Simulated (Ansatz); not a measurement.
**BN: a changed input and its effect**

System: BN (slab, 8 atoms in the cell).
Method of run 1: DFT, PBEsol, plane waves, PAW, no spin polarisation (Ansatz 0.2.0).

The structure derives from a Materials Project entry. Text and figures count atoms from 1; the logs count them from 0 in places.

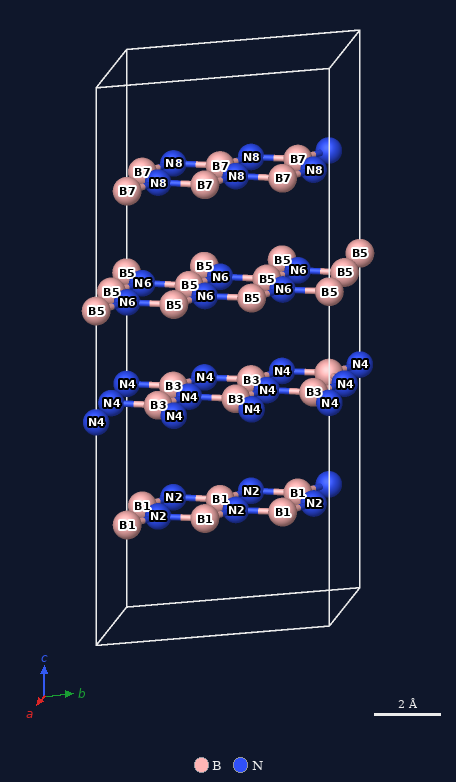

Figure 1. The structure as given in the input (ball-and-stick view of the 2 × 3 repeat of the cell, with the vacuum cut short, seen slightly off an axis; atoms are numbered from 1 in the order of the input).

### Input, run 1
```yaml
crystal:
  lattice:
    - [2.5041946702, 0.0, 0.0]
    - [-1.2520973351, 2.1686962004, 0.0]
    - [0.0, 0.0, 25.4461306388]
  atoms:
    - { symbol: B, position: [0.6666666667, 0.3333333333, 0.294740293] }
    - { symbol: "N", position: [0.3333333333, 0.6666666667, 0.2948009271] }
    - { symbol: B, position: [0.3333333333, 0.6666666667, 0.4315598863] }
    - { symbol: "N", position: [0.0, 0.0, 0.4316205204] }
    - { symbol: B, position: [0.0, 0.0, 0.5683794796] }
    - { symbol: "N", position: [0.6666666667, 0.3333333333, 0.5684401137] }
    - { symbol: B, position: [0.6666666667, 0.3333333333, 0.7051990729] }
    - { symbol: "N", position: [0.3333333333, 0.6666666667, 0.705259707] }
basis:
  ecutwfc: 420
kpoints:
  mp_grid: { grid: [12, 12, 1] }
hamiltonian:
  xc: pbesol
scf:
  occupations: { method: gaussian, width: 0.05 }
  mixing: { algorithm: msr1, beta: 0.3 }
output:
  forces: true
  eigenvalues: true
  stress: true
efield:
  axis: 3
  dipole_correction: true
  ramp_width: 0.04
```

Command:
```bash
ansatz run input.yaml --threads 1 --pin off --max-ram 2560MiB --backend cpu --events-out ev --progress --plain --runs-dir out
```

Hardware: 1 thread of Arm Neoverse V2, 128 GiB of memory available, shared host.

### Output, shortened to warnings, some set-up lines, iterations and results (run 1)
```
Basis set: ecut = 420 eV, 2695 PW (Γ), exchange–correlation on 36×36×360 points (8 copies of the dense FFT grid, shifted against one another)
Symmetry: 6 space group operations
k-points: 19 of 144 (time reversal used)
Initial density: superposition of atomic densities (neutral atoms: chi_scale 0, normalization atom), corrected by the library's trained network
[...]
SCF iter   1: F=—  HF=-2135.118936 eV  |F-HF|=—  |Δ(HF+E_count)|=         —  Δρ=6.60e-3  dr2=5.34e-2  ethr=1.77e-3  p=-0.004 e·Å  D=-5.19e-3 V/Å  ΔV_dip=0.13 eV  …
SCF iter   2: F=—  HF=-2135.106874 eV  |F-HF|=—  |Δ(HF+E_count)|=   1.21e-2  Δρ=2.11e-3  dr2=4.45e-3  ethr=1.67e-4  p=-0.007 e·Å  D=-8.95e-3 V/Å  ΔV_dip=0.23 eV  …
SCF iter   3: F=—  HF=-2135.106945 eV  |F-HF|=—  |Δ(HF+E_count)|=   7.07e-5  Δρ=8.81e-4  dr2=5.42e-4  ethr=1.39e-5  p=-0.008 e·Å  D=-9.89e-3 V/Å  ΔV_dip=0.25 eV  …
SCF iter   4: F=—  HF=-2135.107315 eV  |F-HF|=—  |Δ(HF+E_count)|=   3.70e-4  Δρ=1.77e-4  dr2=9.67e-5  ethr=1.69e-6  p=-0.009 e·Å  D=-1.15e-2 V/Å  ΔV_dip=0.29 eV  …
SCF iter   5: F=—  HF=-2135.107330 eV  |F-HF|=—  |Δ(HF+E_count)|=   1.49e-5  Δρ=6.30e-5  dr2=2.41e-6  ethr=3.02e-7  p=-0.008 e·Å  D=-1.08e-2 V/Å  ΔV_dip=0.28 eV  …
SCF iter   6: F=—  HF=-2135.107335 eV  |F-HF|=—  |Δ(HF+E_count)|=   5.98e-6  Δρ=1.09e-5  dr2=2.61e-7  ethr=7.54e-9  p=-0.008 e·Å  D=-1.09e-2 V/Å  ΔV_dip=0.28 eV  …
SCF iter   7: F=-2135.107336 eV  HF=-2135.107336 eV  |F-HF|=1.25e-7  |Δ(HF+E_count)|=   2.62e-7  Δρ=4.29e-6  dr2=5.17e-8  ethr=3.13e-10  p=-0.008 e·Å  D=-1.07e-2 V/Å  …
SCF iter   8: F=-2135.107336 eV  HF=-2135.107336 eV  |F-HF|=5.79e-8  |Δ(HF+E_count)|=   1.05e-7  Δρ=2.11e-6  dr2=3.12e-9  ethr=1.62e-10  p=-0.008 e·Å  D=-1.08e-2 V/Å  …
SCF iter   9: F=-2135.107336 eV  HF=-2135.107336 eV  |F-HF|=9.78e-10  |Δ(HF+E_count)|=   5.92e-8  Δρ=5.62e-7  dr2=9.33e-10  ethr=9.73e-12  p=-0.008 e·Å  D=-1.08e-2 V/Å  …
SCF 1 converged in 9 iterations: F = -2135.107336 eV  dr2 = 9.33e-10
SCF converged after 9 iterations
an eigenvalue changed by more than its tolerance at an iteration that met the thresholds in force, so the SCF went on 2 times, its first undamped step at iteration 8: the last check found none over its tolerance
Free energy (F): -2135.107336 eV
Harris-Foulkes:  -2135.107336 eV  (|F-HF|=9.78e-10)
Internal energy: -2135.107336 eV  (E = F + TS)
E sigma→0 (E₀):  -2135.107336 eV
Fermi energy:    1.840014 eV
Dipole field:    D = -0.010793 V/Å  (p = -0.008243 e·Å, saw-weighted, corrected)
Work function:   Φ+ = 3.8211 eV   Φ− = 3.5465 eV
Levels:          The Fermi level and band energies are counted from a zero that moves with the ramp; work functions are not
--- Per-component energies (eV) ---
  E_band       = -240.109636
  E_kinetic    = 730.746485
  E_local      = -17282.993328  (includes V_loc(G=0)·N_el)
  E_nonlocal   = 231.949645
  E_hartree    = 8313.198695
  E_xc         = -364.637937
  E_vxc        = -454.333234  (∫ρ·V_xc dr)
  E_paw        = -795.696803  (= ΣΔE_a)
  E_vpaw       = -91.875355  (= ΣTr[D̂ρ^β])
  E_aug_tail   = 0.000384  (compensation charges beyond the density's cutoff)
  E_efield     = 0.000044  (sawtooth field / dipole correction)
  E_vefield    = 0.000156  (∫n·V_field dr)
  E_ewald      = 7032.154239
  E_core_change = 0.171239  (= ΣΔE_core)
  E_smearing   = -0.000000  (= −TS)
  E_closure    = 0.000000  (closes the sum)
  Σ components = -2135.107336   (vs F -2135.107336, Δ=0.00e0)
--- Forces (eV/Å), atoms counted from 1 ---
  atom   1  B      0.00000000     0.00000000     0.04342172
  atom   2  N      0.00000000    -0.00000000    -0.04523253
  atom   3  B     -0.00000000     0.00000000     0.01574729
  atom   4  N      0.00000000    -0.00000000    -0.01595676
  atom   5  B      0.00000000     0.00000000     0.01593656
  atom   6  N      0.00000000    -0.00000000    -0.01564593
  atom   7  B      0.00000000     0.00000000    -0.00531441
  atom   8  N      0.00000000    -0.00000000     0.00712799
  max |Σ_I F_I| component: 8.39e-5 eV/Å
--- Stress (GPa, compression-positive) ---
       -0.033975      -0.000000      -0.000000
       -0.000000      -0.033975       0.000000
       -0.000000       0.000000       0.023275
  P = ⅓ Tr σ = -0.0149 GPa (-0.149 kbar)
```

The input of run 2 differs as follows (lines with − go, lines with + come):
```diff
-  mixing: { algorithm: msr1, beta: 0.3 }
+  write_density: true
+  write_potential: true
+  elf: true
+  volumetric_format: npy
```

What does this change do to the results?

Both reach the same energy, so the change doesn't alter the result. The SCF takes 8 iterations against 9.

### Output, shortened to warnings, some set-up lines, iterations and results (run 2)
```
WARN: The output density's exchange-correlation potential varies sharply where the density is thin. Do not read a vacuum level from v_tot or v_xc, or from such a field of the output density. On a cell that repeats whose density bears no net charge and no dipole along the vacuum's axis use v_es (v_loc + v_h of the components); under efield.dipole_correction with no amplitude use v_es + v_field, …
Basis set: ecut = 420 eV, 2695 PW (Γ), exchange–correlation on 36×36×360 points (8 copies of the dense FFT grid, shifted against one another)
Symmetry: 6 space group operations
k-points: 19 of 144 (time reversal used)
Initial density: superposition of atomic densities (neutral atoms: chi_scale 0, normalization atom), corrected by the library's trained network
[...]
SCF iter   1: F=—  HF=-2135.118936 eV  |F-HF|=—  |Δ(HF+E_count)|=         —  Δρ=6.60e-3  dr2=5.34e-2  ethr=1.77e-3  p=-0.004 e·Å  D=-5.19e-3 V/Å  ΔV_dip=0.13 eV  …
SCF iter   2: F=—  HF=-2135.108228 eV  |F-HF|=—  |Δ(HF+E_count)|=   1.07e-2  Δρ=2.31e-3  dr2=5.91e-3  ethr=1.67e-4  p=-0.009 e·Å  D=-1.15e-2 V/Å  ΔV_dip=0.29 eV  …
SCF iter   3: F=—  HF=-2135.107027 eV  |F-HF|=—  |Δ(HF+E_count)|=   1.20e-3  Δρ=7.20e-4  dr2=3.56e-4  ethr=1.85e-5  p=-0.008 e·Å  D=-9.93e-3 V/Å  ΔV_dip=0.25 eV  …
SCF iter   4: F=—  HF=-2135.107309 eV  |F-HF|=—  |Δ(HF+E_count)|=   2.82e-4  Δρ=1.91e-4  dr2=8.63e-5  ethr=1.11e-6  p=-0.009 e·Å  D=-1.13e-2 V/Å  ΔV_dip=0.29 eV  …
SCF iter   5: F=—  HF=-2135.107329 eV  |F-HF|=—  |Δ(HF+E_count)|=   2.00e-5  Δρ=5.70e-5  dr2=2.15e-6  ethr=2.70e-7  p=-0.008 e·Å  D=-1.08e-2 V/Å  ΔV_dip=0.27 eV  …
SCF iter   6: F=—  HF=-2135.107335 eV  |F-HF|=—  |Δ(HF+E_count)|=   6.10e-6  Δρ=1.31e-5  dr2=1.01e-7  ethr=6.71e-9  p=-0.008 e·Å  D=-1.08e-2 V/Å  ΔV_dip=0.28 eV  …
SCF iter   7: F=-2135.107336 eV  HF=-2135.107336 eV  |F-HF|=1.15e-7  |Δ(HF+E_count)|=   6.61e-7  Δρ=3.75e-6  dr2=2.36e-8  ethr=3.13e-10  p=-0.008 e·Å  D=-1.08e-2 V/Å  …
SCF iter   8: F=-2135.107336 eV  HF=-2135.107336 eV  |F-HF|=1.78e-9  |Δ(HF+E_count)|=   1.28e-7  Δρ=9.82e-7  dr2=9.31e-10  ethr=7.37e-11  p=-0.008 e·Å  D=-1.08e-2 V/Å  …
SCF 1 converged in 8 iterations: F = -2135.107336 eV  dr2 = 9.31e-10
WARN: The output density's exchange-correlation potential varies sharply where the density is thin. Do not read a vacuum level from v_tot or v_xc, or from such a field of the output density. On a cell that repeats whose density bears no net charge and no dipole along the vacuum's axis use v_es …
SCF converged after 8 iterations
an eigenvalue changed by more than its tolerance at an iteration that met the thresholds in force, so the SCF went on 1 time: the last check found none over its tolerance
Free energy (F): -2135.107336 eV
Harris-Foulkes:  -2135.107336 eV  (|F-HF|=1.78e-9)
Internal energy: -2135.107336 eV  (E = F + TS)
E sigma→0 (E₀):  -2135.107336 eV
Fermi energy:    1.840079 eV
[...]
```

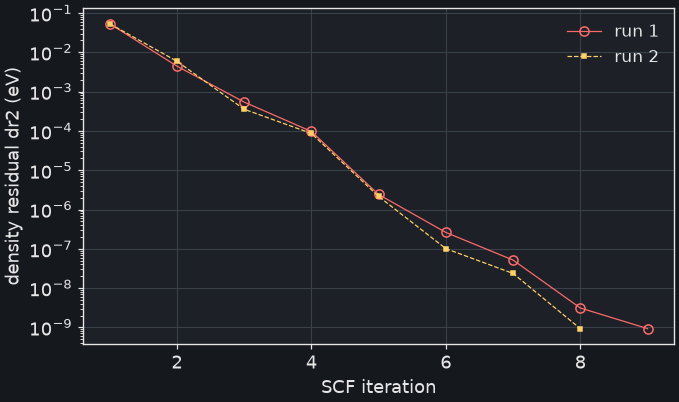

Figure 2. Convergence of the two runs: density residual dr2 against the SCF iteration. Run 1 takes 9 iterations in all, and run 2 takes 8.

### The two runs side by side

```tsv
quantity	run 1	run 2
outcome	converged	converged
free energy per atom (eV)	−266.8884	−266.8884
gap on the mesh (eV)	4.19	4.19
largest force (eV/Å)	0.045	0.045
SCF iterations	9	8
irreducible k-points	19	19
plane waves at Γ	2695	2695
work function (eV)	–	3.82
wall time (shared host)	11 s	10 s
```

For run 2: Warnings: the exchange-correlation potential is rough where the density is thin.
